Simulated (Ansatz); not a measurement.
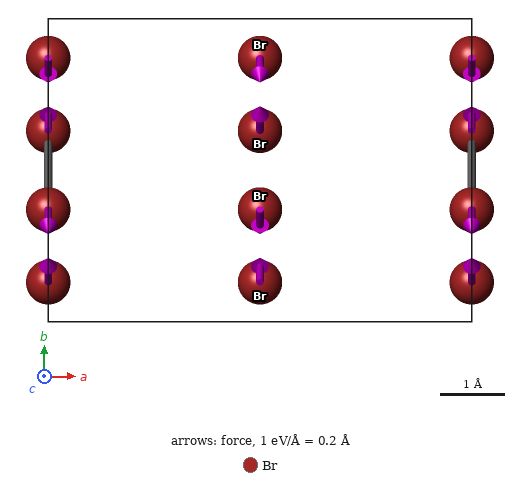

Starting geometry of crystalline Br (a generated structure, set up in Cmce) with the computed forces as purple arrows. The picture is a ball-and-stick view of the conventional cell (2 times the calculation's cell), seen along the c axis. Lengths and directions refer to the drawn axes.

The start is a swapped structure.

Computed with Ansatz 0.2.0, DFT, PAW plane waves, PBE. Set-up: plane-wave cutoff 420 eV; k-point mesh 8 × 8 × 4; occupations cold; smearing width 0.0394 eV; no spin polarisation; cell and atoms relaxed; at most 60 steps.

> What follows when this structure is relaxed?

It isn't relaxed: the largest force vector, on Br atoms, is 3.46 eV/Å. The atoms end up moving mostly along the starting forces (cosine between the two patterns 0.96). The largest moves relative to the cell, 0.17 Å, are those of Br atoms. The drawn cell changes as follows: a 6.708 → 8.633 Å (+28.7 %), b 4.799 → 4.267 Å (−11.1 %), c 8.756 → 8.720 Å (−0.4 %); the volume changes by +14.0 %. Among the contacts that change: Br–Br 3.558 → 3.134 Å, Br–Br 2.150 → 2.391 Å. The space group stays Cmce (No. 64). Over 12 accepted moves (15 points after the start) the energy falls by 190 meV per atom. Largest force component: 2.9 eV/Å at the start, 0.0012 eV/Å at the end. Pressure: 6.00 GPa at the start and 0.00 GPa at the end. The line search rejected the trial step at point 13 of the run. At 2 points the geometry stayed and the basis and grid were re-selected for the new cell (energy shift of 1.7 meV per atom at most each time).
